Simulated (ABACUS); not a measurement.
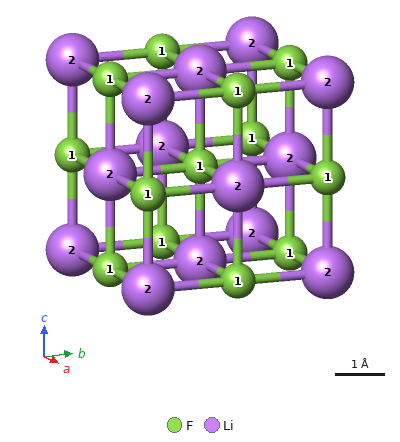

The structure (ball-and-stick view of the cell 4 times as large as that of the calculation, set on its symmetry axes, seen slightly off an axis; atoms are numbered from 1 in the order of the input).

LiF: band-structure run (part 1 of 2)

System: LiF (2 atoms in the cell).
Method: Kohn-Sham DFT of a periodic cell, revTPSS, SG15 ONCV 1.2 PBE, no spin polarisation (ABACUS 3.10.1).

The structure derives from an entry of the Crystallography Open Database.

The input
```
INPUT_PARAMETERS
suffix              LiF
calculation         scf
basis_type          pw
pseudo_dir          ./
symmetry            1
dft_functional      MGGA_X_REVTPSS+MGGA_C_REVTPSS
ecutwfc             97
pseudo_rcut         10
nspin               1
nbands              15
ks_solver           dav
smearing_method     fd
smearing_sigma      0.00367493
scf_thr             1e-08
scf_nmax            100
mixing_type         broyden
mixing_beta         0.7
cal_force           1
cal_stress          1
mixing_tau          1
out_chg             1
out_pot             2
out_elf             1
```

File STRU
```
ATOMIC_SPECIES
F 18.9984 F_ONCV_PBE-1.2.upf
Li 6.9400 Li_ONCV_PBE-1.2.upf

LATTICE_CONSTANT
1.8897261246

LATTICE_VECTORS
0.0000000000 2.0140000000 2.0140000000
2.0140000000 0.0000000000 2.0140000000
2.0140000000 2.0140000000 0.0000000000

ATOMIC_POSITIONS
Cartesian

F
0.0
1
2.0140000000 2.0140000000 2.0140000000 1 1 1

Li
0.0
1
0.0000000000 0.0000000000 0.0000000000 1 1 1
```

File KPT
```
K_POINTS
0
Gamma
7 7 7 0 0 0
```

Command:
```bash
OMP_NUM_THREADS=1 mpirun -np 4 abacus > log
```

The program's output
```
ABACUS v3.10.1

               Atomic-orbital Based Ab-initio Computation at UStc

 ------------------------------------------------------------------------------------

 READING GENERAL INFORMATION
                           global_out_dir = OUT.LiF/
                           global_in_card = INPUT
                               pseudo_dir = ./
                              orbital_dir =
                                    DSIZE = 4
                                    GSIZE = 1

 READING UNITCELL INFORMATION
                                    ntype = 2
                  lattice constant (Bohr) = 1.88973
              lattice constant (Angstrom) = 1

 READING ATOM TYPE 1
                               atom label = F
                      L=0, number of zeta = 1
                      L=1, number of zeta = 1
                      L=2, number of zeta = 1
             number of atom for this type = 1

 READING ATOM TYPE 2
                               atom label = Li
                      L=0, number of zeta = 1
                      L=1, number of zeta = 1
                      L=2, number of zeta = 1
             number of atom for this type = 1

                        TOTAL ATOM NUMBER = 2
CARTESIAN COORDINATES ( UNIT =       1.889726124600 Bohr ).
    atom                   x                   y                   z     mag                  vx                  vy                  vz
tauc_F1            2.0140000000        2.0140000000        2.0140000000  0.0000        0.0000000000        0.0000000000        0.0000000000
tauc_Li1            0.0000000000        0.0000000000        0.0000000000  0.0000        0.0000000000        0.0000000000        0.0000000000

                          Volume (Bohr^3) = 110.257
                             Volume (A^3) = 16.3383

 Lattice vectors: (Cartesian coordinate: in unit of a_0)
                   +0              +2.014              +2.014
               +2.014                  +0              +2.014
               +2.014              +2.014                  +0
 Reciprocal vectors: (Cartesian coordinate: in unit of 2 pi/a_0)
            -0.248262           +0.248262           +0.248262
            +0.248262           -0.248262           +0.248262
            +0.248262           +0.248262           -0.248262
 The esolver type has been set to : ksdft_pw

                PAO radial cut off (Bohr) = 10

 Read in pseudopotential file is F_ONCV_PBE-1.2.upf
                     pseudopotential type = NC
          exchange-correlation functional = PBE
                 nonlocal core correction = 0
                        valence electrons = 7
                                     lmax = 1
                           number of zeta = 0
                     number of projectors = 4
                           L of projector = 0
                           L of projector = 0
                           L of projector = 1
                           L of projector = 1
 XC functional updated to : MGGA_X_REVTPSS+MGGA_C_REVTPSS
          exchange-correlation functional = MGGA_X_REVTPSS+MGGA_C_REVTPSS
                PAO radial cut off (Bohr) = 10

 Read in pseudopotential file is Li_ONCV_PBE-1.2.upf
                     pseudopotential type = NC
          exchange-correlation functional = PBE
                 nonlocal core correction = 0
                        valence electrons = 3
                                     lmax = 1
                           number of zeta = 0
                     number of projectors = 4
                           L of projector = 0
                           L of projector = 0
                           L of projector = 1
                           L of projector = 1
 XC functional updated to : MGGA_X_REVTPSS+MGGA_C_REVTPSS
          exchange-correlation functional = MGGA_X_REVTPSS+MGGA_C_REVTPSS
     initial pseudo atomic orbital number = 0

 SETUP THE ELECTRONS NUMBER
             electron number of element F = 7
       total electron number of element F = 7
            electron number of element Li = 3
      total electron number of element Li = 3
            AUTOSET number of electrons:  = 10
                           occupied bands = 5
                                   NBANDS = 15
                                   NLOCAL = 18

%%%%%%%%%%%%%%%%%%%%%%%%%%%%%%%%%%%%%%%%%%%%%%%%%%%%%%%%%%%%%%%%%%%%%%%%%%%%%%%%%%%%%%%%%%%%%%%%%%%%%%%%%%
 Warning: the number of valence electrons in pseudopotential > 1 for Li: [He] 2s1
 Pseudopotentials with additional electrons can yield (more) accurate outcomes, but may be less efficient.
 If you're confident that your chosen pseudopotential is appropriate, you can safely ignore this warning.
%%%%%%%%%%%%%%%%%%%%%%%%%%%%%%%%%%%%%%%%%%%%%%%%%%%%%%%%%%%%%%%%%%%%%%%%%%%%%%%%%%%%%%%%%%%%%%%%%%%%%%%%%%

 SETUP THE PLANE WAVE BASIS
 energy cutoff for charge/potential (unit:Ry) = 388
            fft grid for charge/potential = [ 36, 36, 36 ]
                        fft grid division = [ 1, 1, 1 ]
        big fft grid for charge/potential = [ 36, 36, 36 ]
                                     nbxx = 11664
                                     nrxx = 11664

 SETUP PLANE WAVES FOR CHARGE/POTENTIAL
                    number of plane waves = 14211
                         number of sticks = 769

 PARALLEL PW FOR CHARGE/POTENTIAL
     PROC   COLUMNS(POT)             PW
        1            192           3552
        2            193           3554
        3            192           3551
        4            192           3554
 --------------- sum -------------------
        4            769          14211
                            number of |g| = 186
                                  max |g| = 35.0082
                                  min |g| = 0.184902

----------- Double Check Mixing Parameters Begin ------------
mixing_type: broyden
mixing_beta: 0.7
mixing_gg0: 1
mixing_gg0_min: 0.1
mixing_ndim: 8
----------- Double Check Mixing Parameters End ------------

 LATTICE VECTORS: (CARTESIAN COORDINATE: IN UNIT OF A0)
                   +0              +2.014              +2.014
               +2.014                  +0              +2.014
               +2.014              +2.014                  +0
                       right hand lattice = 1
                                   NORM_A = 2.84823
                                   NORM_B = 2.84823
                                   NORM_C = 2.84823
                           ALPHA (DEGREE) = 60
                           BETA  (DEGREE) = 60
                           GAMMA (DEGREE) = 60

 The lattice vectors have been changed (STRU_SIMPLE.cif)

(for optimal symmetric configuration:)
                             BRAVAIS TYPE = 3
                     BRAVAIS LATTICE NAME = 03. Cubic F (face-centered)
                                    ibrav = 3
                                    IBRAV = 3
                                  BRAVAIS = FACE CENTERED CUBIC
                       LATTICE CONSTANT A = 4.028
Original cell was already a primitive cell.
                        ROTATION MATRICES = 48
              PURE POINT GROUP OPERATIONS = 48
                   SPACE GROUP OPERATIONS = 48
                              POINT GROUP = O_h
               POINT GROUP IN SPACE GROUP = O_h

 SETUP K-POINTS
                                    nspin = 1
                   Input type of k points = Monkhorst-Pack(Gamma)
                                   nkstot = 343
                       right hand lattice = 1
(for reciprocal lattice: )
                             BRAVAIS TYPE = 2
                     BRAVAIS LATTICE NAME = 02. Cubic I (body-centered)
                                    ibrav = 2
                       right hand lattice = 1
(for k-lattice: )
                             BRAVAIS TYPE = 2
                     BRAVAIS LATTICE NAME = 02. Cubic I (body-centered)
                                    ibrav = 2
                       right hand lattice = 1
                        ROTATION MATRICES = 48
                               nkstot_ibz = 20
K-POINTS REDUCTION ACCORDING TO SYMMETRY
     IBZ    DIRECT_X    DIRECT_Y    DIRECT_Z  WEIGHT  ibz2bz
       1  0.00000000  0.00000000  0.00000000  0.0029       0
       2  0.14285714  0.14285714  0.14285714  0.0233       1
       3  0.28571429  0.28571429  0.28571429  0.0233       2
       4  0.42857143  0.42857143  0.42857143  0.0233       3
       5  0.14285714  0.14285714  0.00000000  0.0175       8
       6  0.28571429  0.14285714  0.28571429  0.0700       9
       7  0.42857143  0.28571429  0.42857143  0.0700      10
       8 -0.42857143  0.42857143  0.42857143  0.0700      11
       9  0.42857143  0.28571429  0.28571429  0.0700      12
      10  0.28571429  0.14285714  0.14285714  0.0350      13
      11  0.28571429  0.28571429  0.00000000  0.0175      16
      12  0.42857143  0.42857143  0.14285714  0.0700      17
      13 -0.28571429  0.42857143  0.42857143  0.0700      18
      14 -0.42857143  0.28571429  0.28571429  0.0350      19
      15  0.42857143  0.42857143  0.00000000  0.0175      24
      16 -0.14285714  0.42857143  0.42857143  0.0350      25
      17  0.42857143  0.28571429  0.14285714  0.0700      66
      18 -0.42857143  0.42857143  0.28571429  0.1399      67
      19 -0.42857143  0.42857143  0.14285714  0.0700      74
      20 -0.28571429  0.42857143  0.28571429  0.0700      75

                               nkstot now = 20
[... K-POINTS DIRECT COORDINATES: 20 rows ...]

           k-point number in this process = 20
       minimum distributed K point number = 20
[... stars of the k points ...]

[... K-POINTS CARTESIAN COORDINATES: 20 rows ...]

[... K-POINTS DIRECT COORDINATES: 20 rows ...]

 SETUP PLANE WAVES FOR WAVE FUNCTIONS
     energy cutoff for wavefunc (unit:Ry) = 97
              fft grid for wave functions = [ 36, 36, 36 ]
                    number of plane waves = 2445
                         number of sticks = 241

 PARALLEL PW FOR WAVE FUNCTIONS
     PROC   COLUMNS(POT)             PW
        1             60            611
        2             61            613
        3             60            611
        4             60            610
 --------------- sum -------------------
        4            241           2445

 SETUP NONLOCAL PSEUDOPOTENTIALS IN PLANE WAVE BASIS
 F non-local projectors:
 projector 1 L=0
 projector 2 L=0
 projector 3 L=1
 projector 4 L=1
 Li non-local projectors:
 projector 1 L=0
 projector 2 L=0
 projector 3 L=1
 projector 4 L=1
      TOTAL NUMBER OF NONLOCAL PROJECTORS = 16

 Init Non-Local PseudoPotential table :
 Init Non-Local-Pseudopotential done.

                                     npwx = 456

 -------------------------------------------
 SELF-CONSISTENT
 -------------------------------------------
                                 init_chg = atomic

 PW ALGORITHM --------------- ION=   1  ELEC=   1--------------------------------

 Density error is 0.102618302437
                          Error Threshold = 0.01
----------------------------------------------------------
     Energy           Rydberg                 eV
----------------------------------------------------------
 E_KohnSham     -62.1917945599       -846.1627748598
 E_Harris       -60.3313312810       -820.8498733475
 E_Fermi        0.3074850433         4.1835486391
----------------------------------------------------------

 PW ALGORITHM --------------- ION=   1  ELEC=   2--------------------------------

 Density error is 0.0116082569176
                          Error Threshold = 0.00102618302437
----------------------------------------------------------
     Energy           Rydberg                 eV
----------------------------------------------------------
 E_KohnSham     -62.2641485052       -847.1472007893
 E_Harris       -62.7645378972       -853.9553477390
 E_Fermi        0.1801218324         2.4506832544
----------------------------------------------------------

 PW ALGORITHM --------------- ION=   1  ELEC=   3--------------------------------

 Density error is 0.00191823276564
                          Error Threshold = 0.000116082569176
----------------------------------------------------------
     Energy           Rydberg                 eV
```
